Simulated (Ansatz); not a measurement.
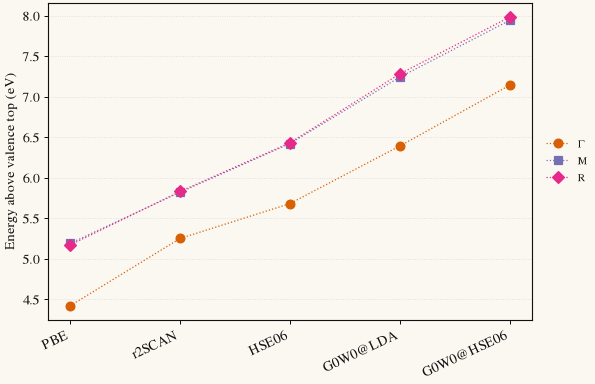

Lowest conduction level at each named k point, counted from the valence-band top at M, by several methods on one cell of CsCl-type LiCl, space group Pm-3m (No. 221), 2 atoms in the cell, relaxed with r2SCAN; cubic a = 3.271 Å. All runs are without spin-orbit coupling and carry no moments.

Question: How do the methods rank at Γ?

Answer: From low to high: PBE 4.42, r2SCAN 5.25, HSE06 5.68, G0W0@LDA 6.39, G0W0@HSE06 7.14 eV.

Question: Do the methods agree on which of these conduction levels is lowest?

Answer: Yes: all put it at Γ.

```csv
method,program,Γ (eV),M (eV),R (eV)
PBE,Ansatz,4.42,5.19,5.17
r2SCAN,Ansatz,5.25,5.82,5.83
HSE06,Ansatz,5.68,6.42,6.43
G0W0@LDA,Ansatz,6.39,7.24,7.28
G0W0@HSE06,Ansatz,7.14,7.94,7.98
```

Settings. PBE: Ansatz PAW set, 8×8×8 k mesh, 420 eV cutoff, Fermi-Dirac smearing of 0.02 eV (Ansatz 0.2.0). r2SCAN: Ansatz PAW set, 8×8×8 k mesh, 500 eV cutoff, fixed occupations (Ansatz 0.2.0). HSE06: Ansatz PAW set, 6×6×6 k mesh, 420 eV cutoff, fixed occupations (Ansatz 0.2.0). G0W0@LDA: LDA, Ansatz PAW set, 4×4×4 k mesh, 420 eV cutoff, fixed occupations (Ansatz), G0W0 with empty bands 131, screening cutoff 140 eV and frequency treatment contour deformation. G0W0@HSE06: HSE06, Ansatz PAW set, 4×4×4 k mesh, 420 eV cutoff, fixed occupations (Ansatz 0.2.0), G0W0 with empty bands 131, screening cutoff 140 eV and frequency treatment contour deformation.

These are five of the 11 methods that were run on this cell. The usual form of LiCl is rocksalt. r2SCAN, HSE06, G0W0@LDA and G0W0@HSE06: the PAW data sets were made with another functional. LDA, GGA and most meta-GGA functionals understate gaps. G0W0@LDA: the k mesh is coarse, so the values aren't converged. G0W0@HSE06: the k mesh is coarse, so the values aren't converged, least of all with exact exchange. The GW values are at finite bands, cutoffs and mesh, short of the basis limit.
